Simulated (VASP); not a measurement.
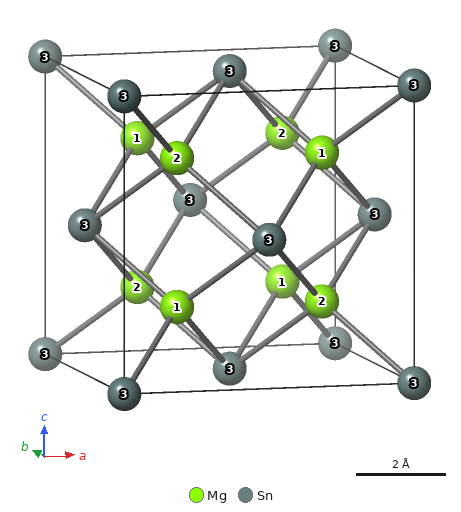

Starting structure of a crystal of Mg2Sn (set up in Fm-3m). The picture is a ball-and-stick view of the conventional cell (4 times the calculation's cell), seen slightly off an axis. Lengths and directions refer to the drawn axes.

The run lets cell and atoms move.

Computed with VASP 6.6.1, Kohn-Sham DFT of a periodic cell, PBE, VASP PAW PBE potentials, recommended.

The input:
```
  ALGO = Normal
  EDIFF = 1E-7
  EDIFFG = -0.005
  ENCUT = 600
  GGA = PE
  IBRION = 2
  ISIF = 3
  ISMEAR = 0
  LASPH = T
  LCHARG = F
  LREAL = F
  LWAVE = F
  NELM = 100
  NSW = 90
  PREC = Accurate
  SIGMA = 0.1
```

Run as
```bash
cat potpaw_PBE.64/Mg/POTCAR potpaw_PBE.64/Sn_d/POTCAR > POTCAR
mpirun -np 1 vasp_std > vasp.out
```

The structure:
```
Mg Sn
1.0
     0.00000    3.38015    3.38015
     3.38015    0.00000    3.38015
     3.38015    3.38015    0.00000
Mg Sn
2 1
Direct
  0.25000 0.25000 0.25000
  0.75000 0.75000 0.75000
  0.00000 0.00000 0.00000
```

> Predict the outcome.

After 2 geometry steps the energy has fallen by 1.6 meV per atom. All forces vanish by symmetry, so only the cell relaxes. Pressure: 0.99 GPa at the start and 0.01 GPa at the end. No atom moves by more than 0.005 Å relative to the cell. Cell: a = b = c 6.760 → 6.809 Å (+0.7 %). Volume +2.2 %. Among the contacts that change: Mg1–Sn3 2.927 → 2.949 Å. The space group stays Fm-3m (No. 225).
